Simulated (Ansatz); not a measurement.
The Ansatz input:

```
crystal:
  lattice:
    - [3.0480019786, 0.0, 0.0]
    - [-1.5240009893, 2.6396471442, 0.0]
    - [0.0, 0.0, 4.918]
  atoms:
    - { symbol: Ta, position: [0.0, 0.0, 0.0] }
    - { symbol: Ta, position: [0.0, 0.0, 0.5] }
    - { symbol: "N", position: [0.3333333333, 0.6666666667, 0.25] }
    - { symbol: "N", position: [0.6666666667, 0.3333333333, 0.75] }
kpoints:
  mp_grid: { grid: [9, 9, 5] }
  band_path:
    path:
      - [0.0, 0.0, 0.0]
      - [0.5, 0.0, 0.0]
      - [0.3333333333, 0.3333333333, 0.0]
      - [0.0, 0.0, 0.0]
      - [0.0, 0.0, 0.5]
      - [0.5, 0.0, 0.5]
      - [0.3333333333, 0.3333333333, 0.5]
      - [0.0, 0.0, 0.5]
      - [0.5, 0.0, 0.5]
    npoints: 8
scf:
  occupations: { method: fermi_dirac, width: 0.01 }
hamiltonian:
  xc: pbe
  pseudopotentials: { kind: all_electron, lapw: { basis_error: 0.0005 } }
output:
  forces: true
  stress: true
  eigenvalues: true
  fatbands: true
  populations: true
  dos: { projected: true, de: 0.2, e_range: [-14, 8] }
```

Command:
```bash
ansatz run input.yaml --threads 1 --pin off --max-ram 3072MiB --backend cpu --events-out ev --progress --plain --runs-dir out
```

Predict the main features of the band structure and density of states. The path is Γ–M–K–Γ–A–L–H–A–L.

A metal: bands cross the Fermi level along this path. The density of states at the Fermi level is about 1.9 per eV and cell (mean within 0.25 eV), or 0.48 per atom. By projected weight, the states within 0.3 eV of the Fermi level are Ta 5d (80 %) and N 2p (15 %).

The cell is at 59 GPa in this functional. Spin-orbit coupling is left out, which matters for Ta.

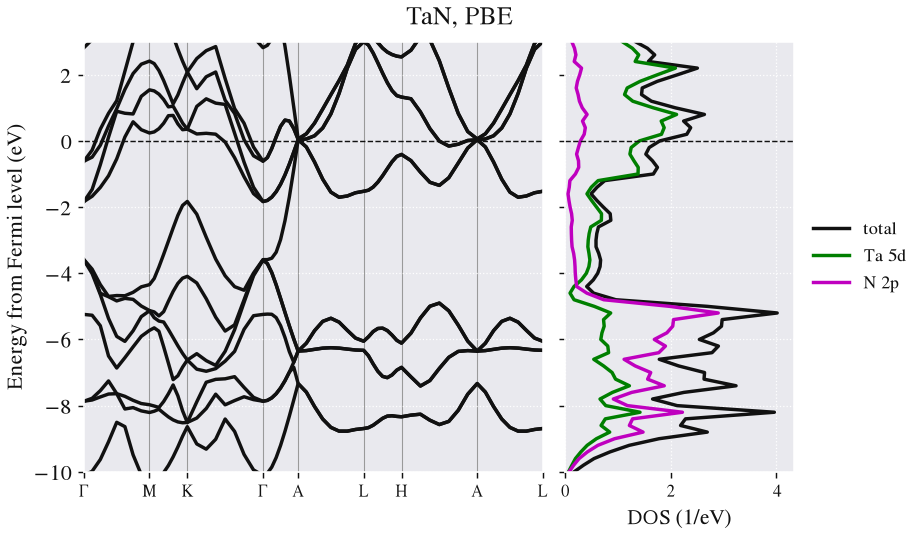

Band structure and density of states. Energies are counted from the Fermi level. The path runs straight from each named point to the next. The partial curves are projected on atomic shells.
